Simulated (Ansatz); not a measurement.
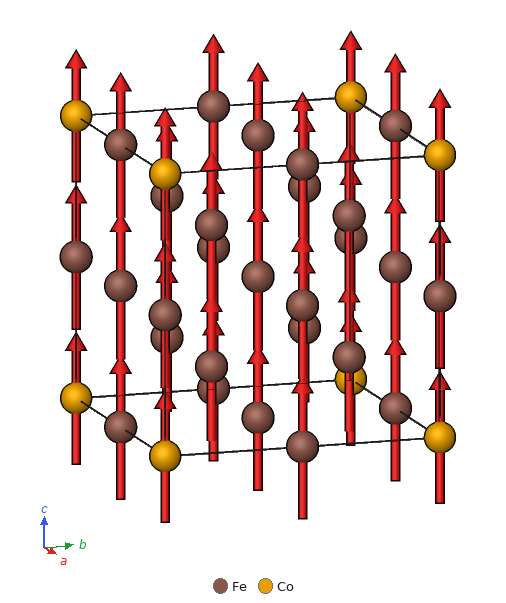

The figure gives a spheres-only picture of the atoms, viewed slightly off an axis. One simulation cell is outlined, and atoms on its boundary appear in each equivalent place. Arrows are the site magnetic moments above 0.25 μB; longer means larger, and red and blue are up and down (without spin-orbit coupling the axis itself is arbitrary).

This is the state reached for Fe15Co. All computed values are from Ansatz 0.2.0, DFT PBEsol, scalar-relativistic, plane waves, PAW. Settings: a kinetic-energy cutoff of 420 eV, a 6×6×6 mesh of k-points, Gaussian smearing of 0.1 eV, collinear spins.

Read the magnetic state from the picture.

Ferromagnetic (within this cell). Site moments: 15 Fe +2.3 to +2.4 μB and 1 Co +1.8 μB. The net spin moment of the whole cell is 36.0 μB, including what lies between the atoms and on sites without an arrow.

Origin of the cell: a structure listed in the Materials Project. The cell was then strained or its atoms displaced on purpose. The atoms were relaxed in a fixed cell with Ansatz, DFT PBEsol, scalar-relativistic, plane waves, PAW.

At this level of theory the run's own cell isn't at rest (stretched, at -11 GPa), so its distances can differ from those at equilibrium, the more so the softer the solid, and its magnetic state may change on relaxation.
